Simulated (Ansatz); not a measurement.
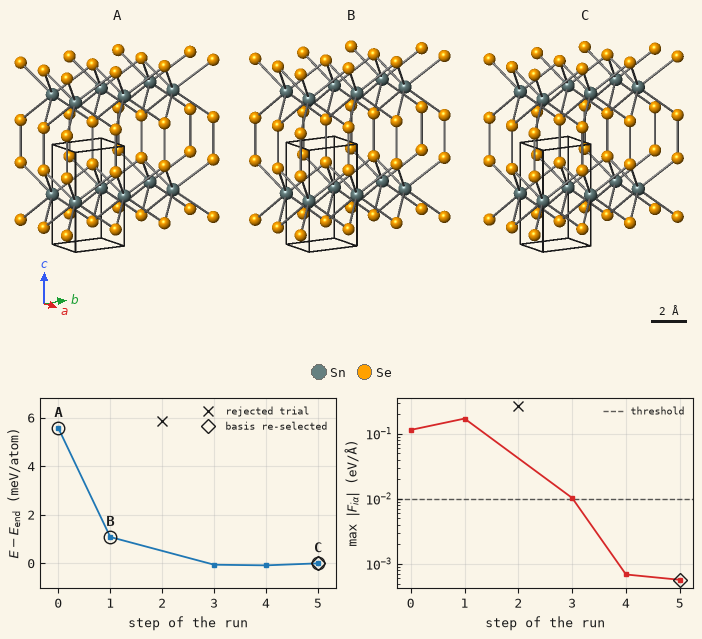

Frames of a relaxation of solid SnSe$_{2}$ (a generated structure, set up in P-6m2), marked on the history of the run. A ball-and-stick model of the cell of the calculation, repeated 1 × 2 × 2 with one cell outlined, seen slightly off an axis.

Level of theory: Ansatz, DFT PBE+D3(BJ), scalar-relativistic, plane waves, PAW.

The input:
```yaml
crystal:
  lattice:
    - [4.208386964, 0.0, 0.0]
    - [-2.104193482, 3.6445700198, 0.0]
    - [0.0, 0.0, 5.7612490829]
  atoms:
    - { symbol: Sn, position: [0.0, 0.0, 0.5] }
    - { symbol: Se, position: [0.3333333333, 0.6666666667, 0.2130465206] }
    - { symbol: Se, position: [0.3333333333, 0.6666666667, 0.7869534794] }
basis:
  ecutwfc: 420
kpoints:
  mp_grid: { grid: [12, 12, 6] }
hamiltonian:
  xc: pbe
  dispersion: d3bj
scf:
  occupations: { method: gaussian, width: 0.02 }
output:
  forces: true
  stress: true
  eigenvalues: true
relax:
  adjacent_minimum: "off"
  f_tol: 0.01
  max_steps: 80
  cell: { stress_tol: 0.05 }
```

Run as
```bash
ansatz run input.yaml --threads 1 --pin off --max-ram 2048MiB --backend cpu --events-out ev --progress --plain --runs-dir out
```

Question: Describe the path.

Answer: The largest moves relative to the cell, 0.005 Å, are those of Se2 and Se3. Se3 goes along +c. Sn stays in place. The volume changes by −2.7 %, with a = b 4.208 → 4.113 Å (−2.3 %), c 5.761 → 5.869 Å (+1.9 %). Near-neighbour distances that change, for instance: Se2–Se3 2.455 → 2.490 Å, Sn1–Se2 2.939 → 2.914 Å. Among the angles between lasting bonds that change: Se2–Sn1–Se3 68.5° → 70.9°. The space group stays P-6m2 (No. 187). The energy falls by 5.6 meV per atom in 3 accepted moves (5 points after the start). The largest force component goes from 0.11 to 0.00057 eV/Å. Pressure: −0.09 GPa at the start and 0.01 GPa at the end. The line search rejected the trial step at point 2 of the run. The SCF was repeated once at an unchanged geometry on a basis and grid sized afresh for the cell, which shifted the energy by 0.1 meV per atom at most. From step 0 to 1: Se atoms move most (0.02 Å), volume −1.6 %, energy −4.5 meV per atom. From step 1 to 5: volume −1.2 %, energy −1.1 meV per atom.

| step | E − E(0), meV/atom | largest force component, eV/Å | pressure, GPa | volume, Å³/atom | note |
| --- | --- | --- | --- | --- | --- |
| 0 | 0.00 | 0.1145 | -0.09 | 29.455 |  |
| 1 | -4.49 | 0.1710 | -0.45 | 28.995 |  |
| 2 | 0.30 | 0.2629 | 1.66 | 27.654 | rejected |
| 3 | -5.63 | 0.0103 | -0.09 | 28.731 |  |
| 4 | -5.66 | 0.0007 | 0.01 | 28.661 |  |
| 5 | -5.57 | 0.0006 | 0.01 | 28.661 | same geometry, new basis |
